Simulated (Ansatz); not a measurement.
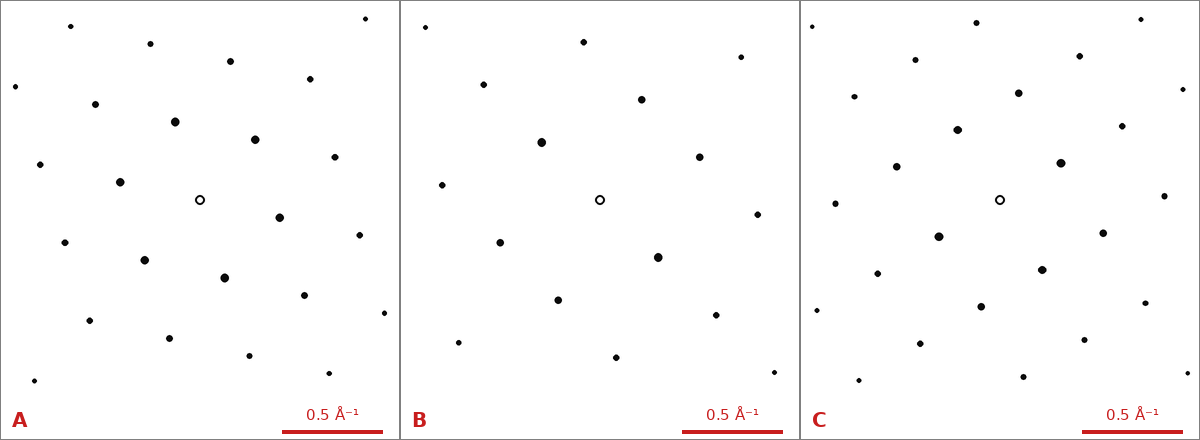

The patterns are kinematic simulations for 200 kV electrons (no multiple scattering; isotropic B = 0.5 Å²).

All three come from Au, space group P6/mmm (No. 191), a = 2.82 Å, c = 2.80 Å (hexagonal axes). Structure: the geometry relaxed with Ansatz, DFT PBE, scalar-relativistic, plane waves, PAW; the starting structure was generated, so it need not be a known form of this composition.

Assign the zone axes [001], [100], [101] to A, B and C.

Answer. A is [001]: hexagonal net of 1 -1 0 at d = 2.45 Å and 1 0 0 at d = 2.45 Å, at 60.0°. B is [101]: centred rectangular net of 0 1 0 at d = 2.45 Å and 1 0 -1 at d = 1.84 Å, at 67.9°. C is [100]: rectangular net of 0 0 1 at d = 2.80 Å and 0 1 0 at d = 2.45 Å, at 90.0°.
